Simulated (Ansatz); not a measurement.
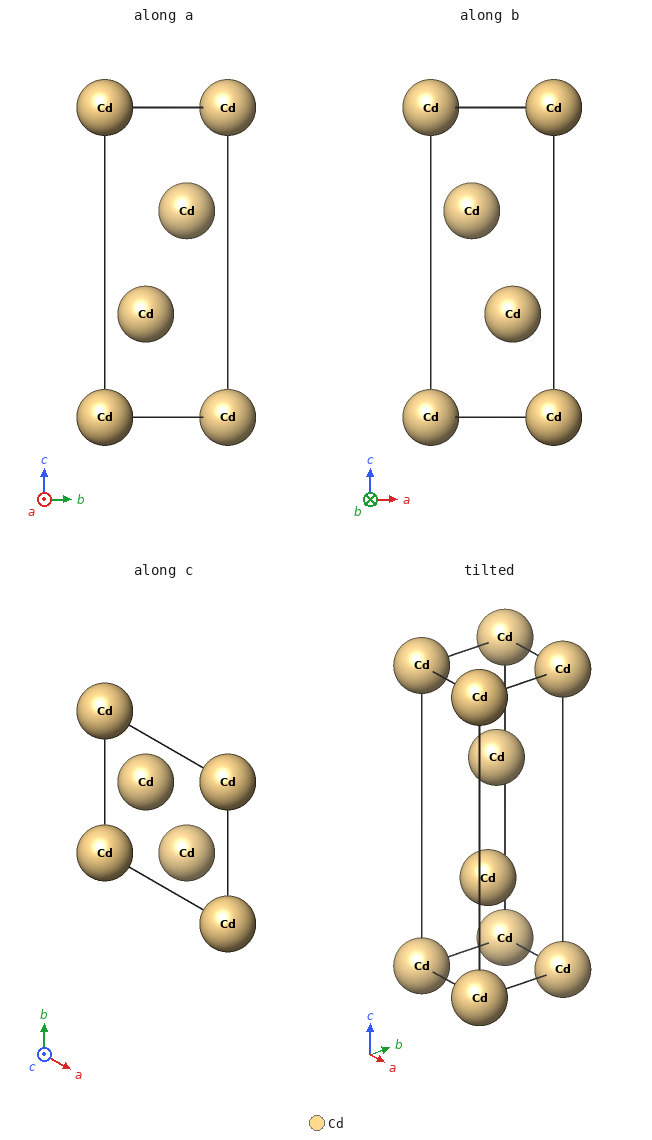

This spheres-only model is shown along the a axis, along the b axis, along the c axis and slightly off an axis. The lines enclose the conventional unit cell; boundary atoms appear with their images.

Lattice parameters: a = 3.318 Å, b = 3.318 Å, c = 7.244 Å, α = 90.00°, β = 90.00°, γ = 120.00°.

Convert the drawing into a table of Wyckoff sites.

Answer. Space group R-3m:H (No. 166).
| atom | site | x | y | z |
| --- | --- | --- | --- | --- |
| Cd | 3a | 0.3333 | 0.6667 | 0.6667 |

Starting structure: a structure type filled with this element by a generator (whether the element takes this form wasn't checked). It is drawn as it came out of a relaxation with DFT PBE, scalar-relativistic, plane waves, PAW in Ansatz.
